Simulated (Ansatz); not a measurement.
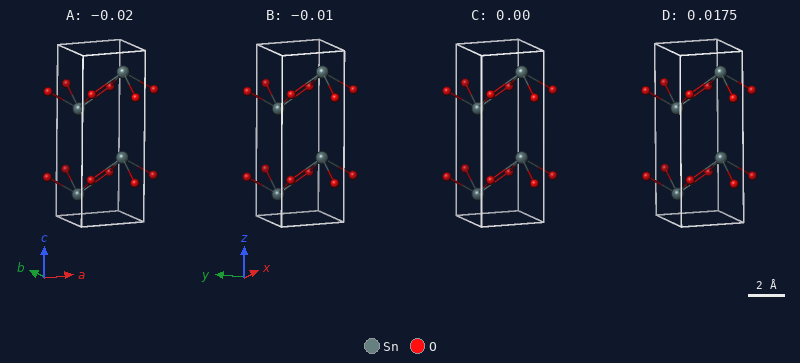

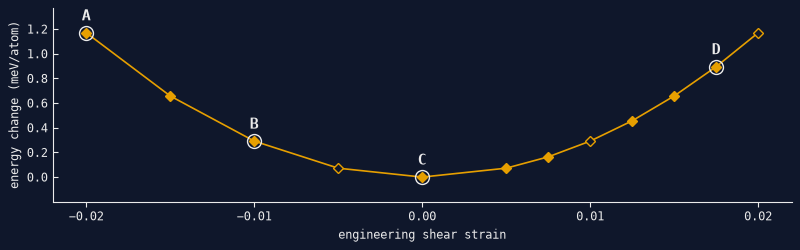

Energy scan for a crystal of SnO (Cmce), in which the cell is strained in shear in the yz plane, with the atoms kept at their fractional coordinates. x, y and z are the Cartesian axes of the input. The lettered frames are marked on the plot. Hollow markers are points alike by symmetry, not computed again. A ball-and-stick model of the cell of the calculation, seen slightly off an axis.

Theory: DFT r2SCAN, scalar-relativistic, plane waves, PAW in Ansatz. Set-up: plane-wave cutoff 500 eV; k-point mesh 10 × 10 × 4; occupations gaussian; smearing width 0.03 eV; no spin polarisation. Energies (free energies at the smearing named) are counted from the relaxed crystal.

**Describe the profile.**

Of the computed points the lowest is at the strain 0.00, 0.00 meV/atom. At the ends of the scan the energy is 1.17 meV/atom (−0.02) and 1.17 meV/atom (0.02). The curvature at zero strain, (1/V) d²E/dε², is about 52 GPa; it is C₄₄ with clamped ions. The distortion takes the space group from Cmce to C2/m. At the strain −0.02 the cell of the drawing goes α 90.0° → 90.8°, β 90.0° → 89.2°.

Limits of the set-up: layers or molecules are held without a dispersion correction, so their spacing is unreliable.
